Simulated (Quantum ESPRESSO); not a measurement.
Ti: relaxation of cell and atoms (part 1 of 3)

- system: Ti (P6₃/mmc, 2 atoms in the cell)
- method: Kohn-Sham DFT of a periodic cell, LDA, GBRV 1.5 LDA, no spin polarisation (Quantum ESPRESSO 7.5)

The structure derives from an entry of the Crystallography Open Database.

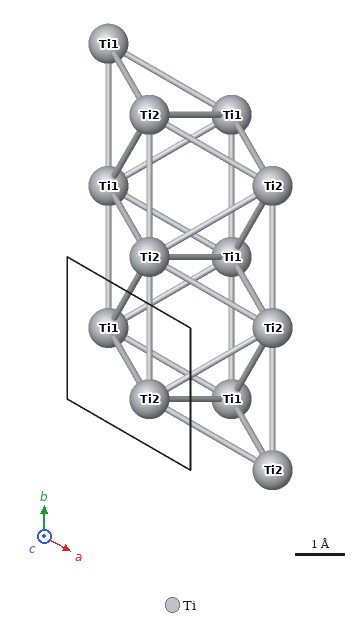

Fig. 1: The structure (ball-and-stick view of the cell of the calculation, repeated 2 × 3 × 1, along the c axis; atoms are numbered from 1 in the order of the input). An atom can appear more than once, as a periodic image. Near neighbours in the periodic cell (some may lie outside the picture): Ti has 12 Ti at 2.89 to 2.95 Å.

Input
```
&CONTROL
  calculation = 'vc-relax'
  prefix = 'pwscf'
  outdir = './tmp'
  pseudo_dir = './pseudo'
  tprnfor = .true.
  tstress = .true.
  disk_io = 'low'
  nstep = 40
  forc_conv_thr = 0.0004
  etot_conv_thr = 1d-05
/
&SYSTEM
  ibrav = 0
  nat = 2
  ntyp = 1
  ecutwfc = 45
  ecutrho = 360
  nbnd = 19
  occupations = 'smearing'
  smearing = 'mp'
  degauss = 0.00734986
/
&ELECTRONS
  conv_thr = 4d-10
  electron_maxstep = 120
  mixing_beta = 0.5
/
&IONS
  ion_dynamics = 'bfgs'
/
&CELL
  cell_dynamics = 'bfgs'
  press = 0
  press_conv_thr = 0.3
/
ATOMIC_SPECIES
Ti    47.8670 ti_lda_v1.4.uspp.F.UPF
CELL_PARAMETERS angstrom
   2.9500000000    0.0000000000    0.0000000000
  -1.4750000000    2.5547749412    0.0000000000
   0.0000000000    0.0000000000    4.6800000000
ATOMIC_POSITIONS crystal
Ti     0.3333333333    0.6666666667    0.2500000000
Ti     0.6666666667    0.3333333333    0.7500000000
K_POINTS automatic
18 18 12 0 0 0
```

Run on 1 thread of Intel Xeon (Sapphire Rapids), 128 GiB of memory available, shared host.

Run as:
```bash
OMP_NUM_THREADS=1 pw.x -in pw.in > pw.out
```

What the program printed
```
This program is part of the open-source Quantum ESPRESSO suite
     for quantum simulation of materials; please cite
         "P. Giannozzi et al., J. Phys.:Condens. Matter 21 395502 (2009);
         "P. Giannozzi et al., J. Phys.:Condens. Matter 29 465901 (2017);
         "P. Giannozzi et al., J. Chem. Phys. 152 154105 (2020);
          URL
     in publications or presentations arising from this work. More details at

     Message from routine setup:
     using ibrav=0 with symmetry is DISCOURAGED, use correct ibrav instead

     G-vector sticks info
     --------------------
     sticks:   dense  smooth     PW     G-vecs:    dense   smooth      PW
     Sum         769     379    121                27449     9715    1725

     Using Slab Decomposition

     bravais-lattice index     =            0
     lattice parameter (alat)  =       5.5747  a.u.
     unit-cell volume          =     238.0220 (a.u.)^3
     number of atoms/cell      =            2
     number of atomic types    =            1
     number of electrons       =        24.00
     number of Kohn-Sham states=           19
     kinetic-energy cutoff     =      45.0000  Ry
     charge density cutoff     =     360.0000  Ry
     scf convergence threshold =      4.0E-10
     mixing beta               =       0.5000
     number of iterations used =            8  plain     mixing
     energy convergence thresh.=      1.0E-05
     force convergence thresh. =      4.0E-04
     press convergence thresh. =      3.0E-01
     Exchange-correlation=  SLA  PZ   NOGX NOGC
                           (   1   1   0   0   0   0   0)
     nstep                     =           40

     celldm(1)=   5.574692  celldm(2)=   0.000000  celldm(3)=   0.000000
     celldm(4)=   0.000000  celldm(5)=   0.000000  celldm(6)=   0.000000

     crystal axes: (cart. coord. in units of alat)
               a(1) = (   1.000000   0.000000   0.000000 )
               a(2) = (  -0.500000   0.866025   0.000000 )
               a(3) = (   0.000000   0.000000   1.586441 )

     reciprocal axes: (cart. coord. in units 2 pi/alat)
               b(1) = (  1.000000  0.577350 -0.000000 )
               b(2) = (  0.000000  1.154701  0.000000 )
               b(3) = (  0.000000 -0.000000  0.630342 )

     PseudoPot. # 1 for Ti read from file:
     ti_lda_v1.4.uspp.F.UPF
     Pseudo is Ultrasoft + core correction, Zval = 12.0
     Generated by new atomic code, or converted to UPF format
     Using radial grid of  851 points,  6 beta functions with:
                l(1) =   0
                l(2) =   0
                l(3) =   1
                l(4) =   1
                l(5) =   2
                l(6) =   2
     Q(r) pseudized with  6 coefficients,  rinner =    1.000   1.000   1.000
                                                       1.000   1.000

     atomic species   valence    mass     pseudopotential
     Ti               12.00    47.86700     Ti( 1.00)

     24 Sym. Ops., with inversion, found (12 have fractional translation)

   Cartesian axes

     site n.     atom                  positions (alat units)
         1        Ti     tau(   1) = (  -0.0000000   0.5773503   0.3966102  )
         2        Ti     tau(   2) = (   0.5000000   0.2886751   1.1898305  )

     number of k points=   259  Methfessel-Paxton smearing, width (Ry)=  0.0073

     Number of k-points >= 100: set verbosity='high' to print them.

     Dense  grid:    27449 G-vectors     FFT dimensions: (  36,  36,  54)

     Smooth grid:     9715 G-vectors     FFT dimensions: (  24,  24,  40)

     Check: negative core charge=   -0.000016

     Initial potential from superposition of free atoms

     starting charge      21.9999, renormalised to      24.0000

     negative rho (up, down):  1.730E-03 0.000E+00
     Starting wfcs are   20 randomized atomic wfcs

     Self-consistent Calculation

     iteration #  1     ecut=    45.00 Ry     beta= 0.50
     Davidson diagonalization with overlap
     ethr =  1.00E-02,  avg # of iterations =  3.7

     negative rho (up, down):  1.896E-03 0.000E+00

     total energy              =    -238.15461203 Ry
     estimated scf accuracy    <       1.26427502 Ry

     iteration #  2     ecut=    45.00 Ry     beta= 0.50
     Davidson diagonalization with overlap
     ethr =  5.27E-03,  avg # of iterations =  2.5

     negative rho (up, down):  1.461E-03 0.000E+00

     total energy              =    -238.46702437 Ry
     estimated scf accuracy    <       0.01268413 Ry

     iteration #  3     ecut=    45.00 Ry     beta= 0.50
     Davidson diagonalization with overlap
     ethr =  5.29E-05,  avg # of iterations =  4.2

     negative rho (up, down):  1.005E-03 0.000E+00

     total energy              =    -238.47035919 Ry
     estimated scf accuracy    <       0.00347851 Ry

     iteration #  4     ecut=    45.00 Ry     beta= 0.50
     Davidson diagonalization with overlap
     ethr =  1.45E-05,  avg # of iterations =  3.7

     negative rho (up, down):  9.912E-04 0.000E+00

     total energy              =    -238.47121536 Ry
     estimated scf accuracy    <       0.00371693 Ry

     iteration #  5     ecut=    45.00 Ry     beta= 0.50
     Davidson diagonalization with overlap
     ethr =  1.45E-05,  avg # of iterations =  2.3

     negative rho (up, down):  9.809E-04 0.000E+00

     total energy              =    -238.47195815 Ry
     estimated scf accuracy    <       0.00001217 Ry

     iteration #  6     ecut=    45.00 Ry     beta= 0.50
     Davidson diagonalization with overlap
     ethr =  5.07E-08,  avg # of iterations =  4.4

     negative rho (up, down):  9.767E-04 0.000E+00

     total energy              =    -238.47198753 Ry
     estimated scf accuracy    <       0.00000427 Ry

     iteration #  7     ecut=    45.00 Ry     beta= 0.50
     Davidson diagonalization with overlap
     ethr =  1.78E-08,  avg # of iterations =  1.1

     negative rho (up, down):  9.736E-04 0.000E+00

     total energy              =    -238.47198431 Ry
     estimated scf accuracy    <       0.00000749 Ry

     iteration #  8     ecut=    45.00 Ry     beta= 0.50
     Davidson diagonalization with overlap
     ethr =  1.78E-08,  avg # of iterations =  2.0

     negative rho (up, down):  9.725E-04 0.000E+00

     total energy              =    -238.47198485 Ry
     estimated scf accuracy    <       0.00000060 Ry

     iteration #  9     ecut=    45.00 Ry     beta= 0.50
     Davidson diagonalization with overlap
     ethr =  2.50E-09,  avg # of iterations =  3.9

     negative rho (up, down):  9.725E-04 0.000E+00

     total energy              =    -238.47198509 Ry
     estimated scf accuracy    <       0.00000003 Ry

     iteration # 10     ecut=    45.00 Ry     beta= 0.50
     Davidson diagonalization with overlap
     ethr =  1.14E-10,  avg # of iterations =  1.8

     negative rho (up, down):  9.726E-04 0.000E+00

     total energy              =    -238.47198509 Ry
     estimated scf accuracy    <       0.00000001 Ry

     iteration # 11     ecut=    45.00 Ry     beta= 0.50
     Davidson diagonalization with overlap
     ethr =  4.22E-11,  avg # of iterations =  2.0

     negative rho (up, down):  9.727E-04 0.000E+00

     total energy              =    -238.47198509 Ry
     estimated scf accuracy    <          1.0E-09 Ry

     iteration # 12     ecut=    45.00 Ry     beta= 0.50
     Davidson diagonalization with overlap
     ethr =  4.36E-12,  avg # of iterations =  3.2

     negative rho (up, down):  9.727E-04 0.000E+00

     End of self-consistent calculation

     Number of k-points >= 100: set verbosity='high' to print the bands.

     the Fermi energy is    12.8625 ev

!    total energy              =    -238.47198509 Ry
     estimated scf accuracy    <          3.0E-11 Ry
     smearing contrib. (-TS)   =       0.00008572 Ry
     internal energy E=F+TS    =    -238.47207080 Ry

     The total energy is F=E-TS. E is the sum of the following terms:
     one-electron contribution =     -82.60688097 Ry
     hartree contribution      =      48.87245283 Ry
     xc contribution           =     -35.65556467 Ry
     ewald contribution        =    -169.08207799 Ry

     convergence has been achieved in  12 iterations

     negative rho (up, down):  9.727E-04 0.000E+00

     Forces acting on atoms (cartesian axes, Ry/au):

     atom    1 type  1   force =     0.00000000   -0.00000000    0.00000000
     atom    2 type  1   force =    -0.00000000    0.00000000    0.00000000

     Total force =     0.000000     Total SCF correction =     0.000000

     Computing stress (Cartesian axis) and pressure

     negative rho (up, down):  9.727E-04 0.000E+00
          total   stress  (Ry/bohr**3)                   (kbar)     P=      -98.02
  -0.00065508   0.00000000   0.00000000          -96.37        0.00        0.00
   0.00000000  -0.00065508   0.00000000            0.00      -96.37        0.00
   0.00000000   0.00000000  -0.00068886            0.00        0.00     -101.33

     BFGS Geometry Optimization
     Energy error            =      8.3E-03 Ry
     Gradient error          =      4.0E-25 Ry/Bohr
     Cell gradient error     =      1.0E+02 kbar

     number of scf cycles    =   1
     number of bfgs steps    =   0

     enthalpy           new  =    -238.4719850860 Ry

     new trust radius        =       0.0531386304 bohr
     new conv_thr            =       0.0000000004 Ry

     new unit-cell volume =    226.32374 a.u.^3 (    33.53772 Ang^3 )
     density =      4.74004 g/cm^3

CELL_PARAMETERS (angstrom)
   2.901687880   0.000000000   0.000000000
  -1.450843940   2.512935418   0.000000000
   0.000000000   0.000000000   4.599403227

ATOMIC_POSITIONS (crystal)
Ti               0.3333333333        0.6666666667        0.2500000000
Ti               0.6666666667        0.3333333333        0.7500000000

     NEW-OLD atomic charge density approx. for the potential
     New effective cutoffs (rho, wfc):  372.26   46.58

     Check: negative core charge=   -0.000015

     negative rho (up, down):  9.156E-04 0.000E+00

     Self-consistent Calculation

     iteration #  1     ecut=    45.00 Ry     beta= 0.50
     Davidson diagonalization with overlap
     ethr =  1.00E-06,  avg # of iterations =  4.1

     negative rho (up, down):  9.395E-04 0.000E+00

     total energy              =    -238.47777467 Ry
     estimated scf accuracy    <       0.00023115 Ry

     iteration #  2     ecut=    45.00 Ry     beta= 0.50
     Davidson diagonalization with overlap
     ethr =  9.63E-07,  avg # of iterations =  2.8

     negative rho (up, down):  9.422E-04 0.000E+00

     total energy              =    -238.47783598 Ry
     estimated scf accuracy    <       0.00001362 Ry

     iteration #  3     ecut=    45.00 Ry     beta= 0.50
     Davidson diagonalization with overlap
     ethr =  5.67E-08,  avg # of iterations =  2.1

     negative rho (up, down):  9.471E-04 0.000E+00

     total energy              =    -238.47783745 Ry
     estimated scf accuracy    <       0.00000255 Ry

     iteration #  4     ecut=    45.00 Ry     beta= 0.50
     Davidson diagonalization with overlap
     ethr =  1.06E-08,  avg # of iterations =  2.8

     negative rho (up, down):  9.477E-04 0.000E+00

     total energy              =    -238.47783760 Ry
     estimated scf accuracy    <       0.00000064 Ry

     iteration #  5     ecut=    45.00 Ry     beta= 0.50
     Davidson diagonalization with overlap
     ethr =  2.65E-09,  avg # of iterations =  2.2

     negative rho (up, down):  9.478E-04 0.000E+00

     total energy              =    -238.47783772 Ry
     estimated scf accuracy    <          5.8E-09 Ry

     iteration #  6     ecut=    45.00 Ry     beta= 0.50
     Davidson diagonalization with overlap
     ethr =  2.42E-11,  avg # of iterations =  3.8

     negative rho (up, down):  9.478E-04 0.000E+00

     total energy              =    -238.47783772 Ry
     estimated scf accuracy    <          9.8E-10 Ry

     iteration #  7     ecut=    45.00 Ry     beta= 0.50
     Davidson diagonalization with overlap
     ethr =  4.08E-12,  avg # of iterations =  3.8

     negative rho (up, down):  9.478E-04 0.000E+00

     total energy              =    -238.47783772 Ry
     estimated scf accuracy    <          7.4E-10 Ry

     iteration #  8     ecut=    45.00 Ry     beta= 0.50
     Davidson diagonalization with overlap
     ethr =  3.10E-12,  avg # of iterations =  2.0

     negative rho (up, down):  9.478E-04 0.000E+00

     End of self-consistent calculation

     Number of k-points >= 100: set verbosity='high' to print the bands.

     the Fermi energy is    13.6623 ev

!    total energy              =    -238.47783772 Ry
     estimated scf accuracy    <          3.0E-11 Ry
     smearing contrib. (-TS)   =       0.00008805 Ry
     internal energy E=F+TS    =    -238.47792577 Ry

     The total energy is F=E-TS. E is the sum of the following terms:
     one-electron contribution =     -78.32312155 Ry
     hartree contribution      =      47.53177379 Ry
     xc contribution           =     -35.74133577 Ry
     ewald contribution        =    -171.94524225 Ry

     convergence has been achieved in   8 iterations

     negative rho (up, down):  9.478E-04 0.000E+00

     Forces acting on atoms (cartesian axes, Ry/au):

     atom    1 type  1   force =     0.00000000    0.00000000    0.00000000
     atom    2 type  1   force =     0.00000000    0.00000000    0.00000000

     Total force =     0.000000     Total SCF correction =     0.000000

     Computing stress (Cartesian axis) and pressure

     negative rho (up, down):  9.478E-04 0.000E+00
          total   stress  (Ry/bohr**3)                   (kbar)     P=      -47.29
  -0.00031559   0.00000000   0.00000000          -46.43        0.00        0.00
   0.00000000  -0.00031559   0.00000000            0.00      -46.43        0.00
  -0.00000000  -0.00000000  -0.00033329           -0.00       -0.00      -49.03
```
